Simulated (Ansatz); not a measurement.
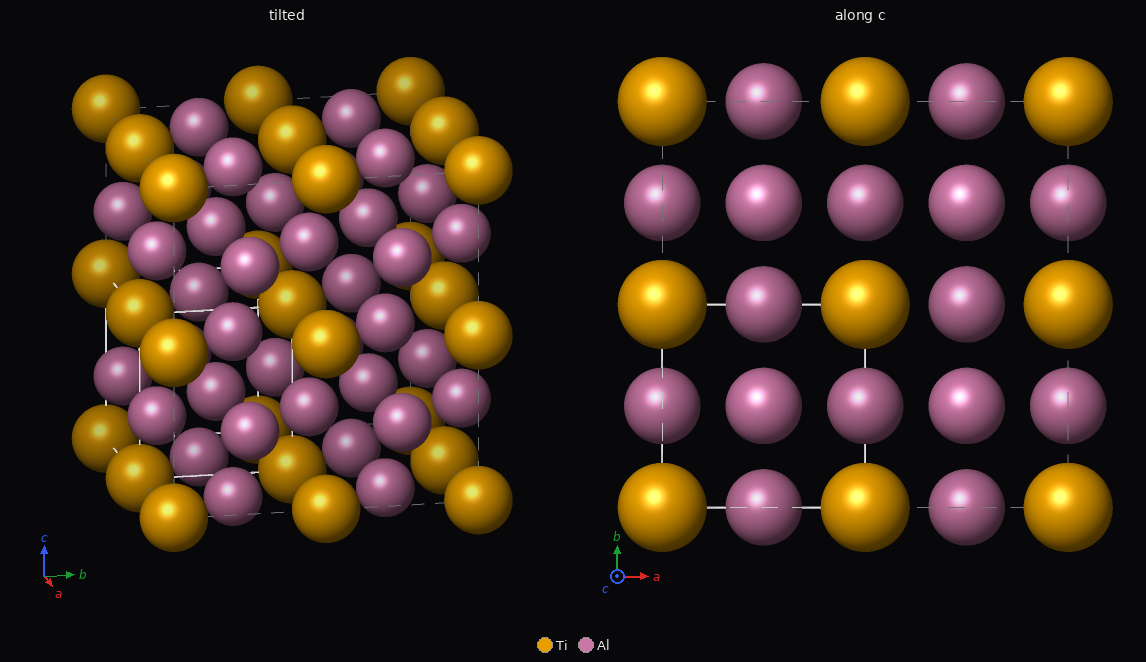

A spheres-only rendering, viewed slightly off an axis and along the c axis. The picture spans 2×2×2 cells, one simulation cell being drawn with solid lines.

Input deck:
```yaml
crystal:
  lattice:
    - [3.7790505287, 0.0, 0.0]
    - [0.0, 3.7790505287, 0.0]
    - [0.0, 0.0, 4.1350609412]
  atoms:
    - { symbol: Ti, position: [0.0, 0.0, 0.0052261211] }
    - { symbol: Al, position: [0.5, 0.5, -0.0131043955] }
    - { symbol: Al, position: [0.5, 0.0, 0.5039391372] }
    - { symbol: Al, position: [0.0, 0.5, 0.5039391372] }
basis:
  ecutwfc: 420
kpoints:
  mp_grid: { grid: [10, 10, 10] }
hamiltonian:
  xc: pbesol
scf:
  occupations: { method: gaussian, width: 0.1 }
output:
  forces: true
  stress: true
  eigenvalues: true
```
Run as:
```sh
ansatz run input.yaml --threads 1 --pin off --max-ram 1331MiB --backend cpu --events-out ev --progress --plain --runs-dir out
```

Level of theory and settings: DFT PBEsol, scalar-relativistic, plane waves, PAW (Ansatz 0.2.0), a 420 eV plane-wave basis, k-points on a 10×10×10 grid, Gaussian smearing of 0.1 eV, no spin polarisation.

Does it come out as a metal, or with a gap?

Answer. A metal: bands cross the Fermi level.

Which way would the volume go on relaxing?

Answer. The computed pressure is 5.9 GPa (compressed: it would expand). The stress isn't hydrostatic: its largest component is 9.9 GPa.

Origin of the cell: a structure listed in the Materials Project. The cell was then strained or its atoms displaced on purpose. It was run through Ansatz as a DFT input.

At this level of theory the cell isn't at rest (compressed, at 6 GPa), so its distances can differ from those at equilibrium, the more so the softer the solid.
